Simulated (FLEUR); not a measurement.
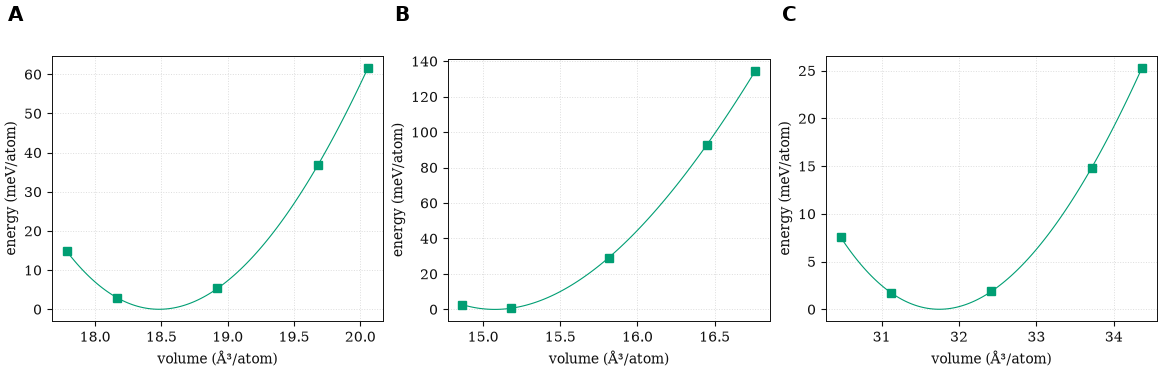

Each panel shows the energy against volume for one of these solids: Nb, Fm-3m (No. 225); Pb, C2/m (No. 12); Pt, P6_3/mmc (No. 194).

Method: all-electron LAPW DFT, no spin polarisation; energies at scaled volumes of the given cell, shape and fractions fixed, counted from the fit's minimum, third-order Birch-Murnaghan fit (FLEUR MaX-R8.1 (later development tree)). Level: SCAN.

Question: Match the panels to the solids.

Answer: A is Nb (energy from 2.96 meV/atom to 61.60 meV/atom, V0 18.48 Å³/atom, B0 169 GPa); B is Pt (energy from 1 meV/atom to 134 meV/atom, V0 15.07 Å³/atom, B0 287 GPa); C is Pb (energy from 1.73 meV/atom to 25.28 meV/atom, V0 31.74 Å³/atom, B0 43.7 GPa).

For Pb, limits of the calculation: spin-orbit coupling left out, heavy elements; shape and atomic fractions are frozen while scaling, which makes layered, chain and framework solids too stiff.

For Pt, limits of the calculation: spin-orbit coupling left out, heavy elements; shape and atomic fractions are frozen while scaling, which makes layered, chain and framework solids too stiff.
